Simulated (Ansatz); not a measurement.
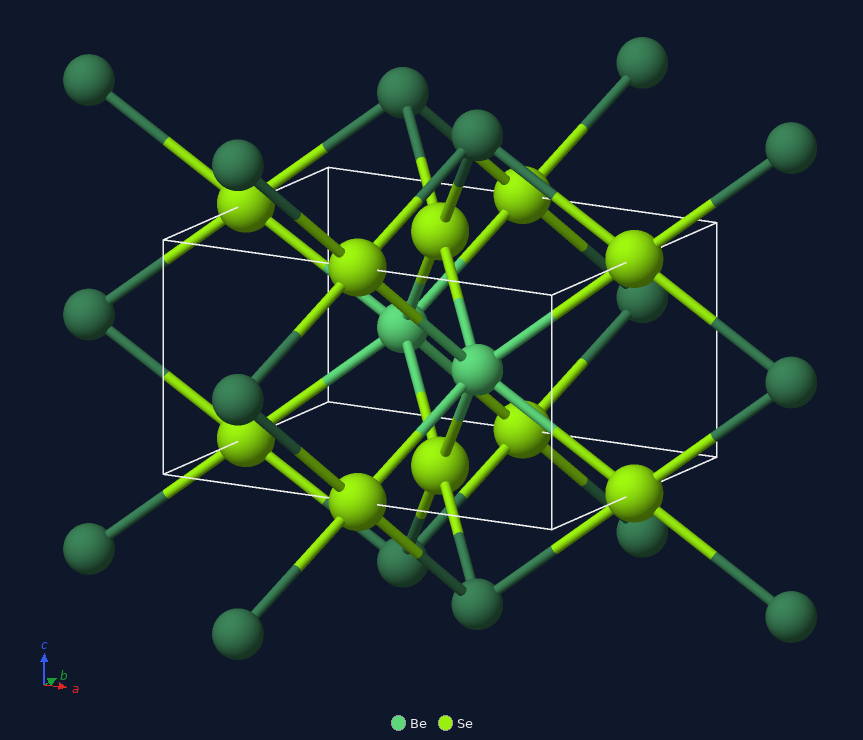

View slightly off an axis, drawn as a ball-and-stick model. Atoms at the boundary of the conventional unit cell (the box) are drawn once for each face, edge or corner they touch. The bonded neighbours beyond the faces are included, in fainter colours. Cell: a = 6.89 Å, b = 6.89 Å, c = 2.87 Å, α = 90.00°, β = 90.00°, γ = 120.00°.

The structure comes from a random cell made by a generator, so it need not be a real form of the compound. Earlier steps of the study, as a rule a relaxation of our own, may have changed the cell and positions, so they can lie some per cent off the listed ones. It was run through Ansatz as a DFT input.

> In words:

The formula is Be2Se3. The space group is P6/mmm (No. 191); the lattice is primitive hexagonal. The cell comprises 1 formula unit: 2 Be, 3 Se. Each Be atom has six Se in a distorted trigonal prismatic arrangement at about 2.5 Å around it. Se is linked to four Be at about 2.5 Å. The bonds build a three-dimensional framework.

Calculation details: DFT PBE, scalar-relativistic, plane waves, PAW in Ansatz; a plane-wave cutoff of 420 eV, k-grid 6×6×12, Gaussian smearing of 0.1 eV, no spin polarisation.

> Is it conducting or gapped at this level?

A metal: bands cross the Fermi level.

> Predict the Bader charges.

Be +1.54 e; Se -1.03 e.

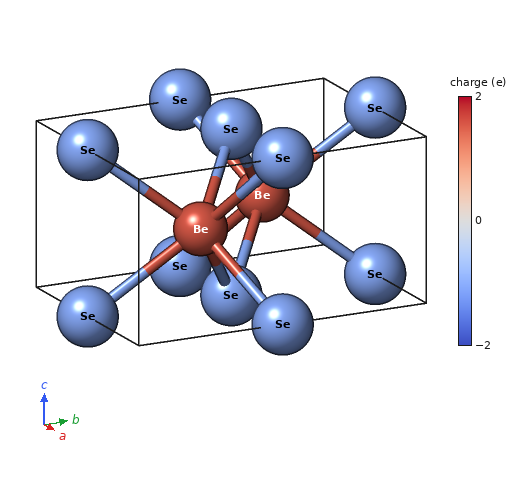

The atoms coloured by those charges. The run's cell of 5 atoms is drawn.

> Do the forces and the stress vanish for this geometry?

Yes. All forces vanish to within 0.01 eV/Å. The pressure is 0.0 GPa, close to zero.
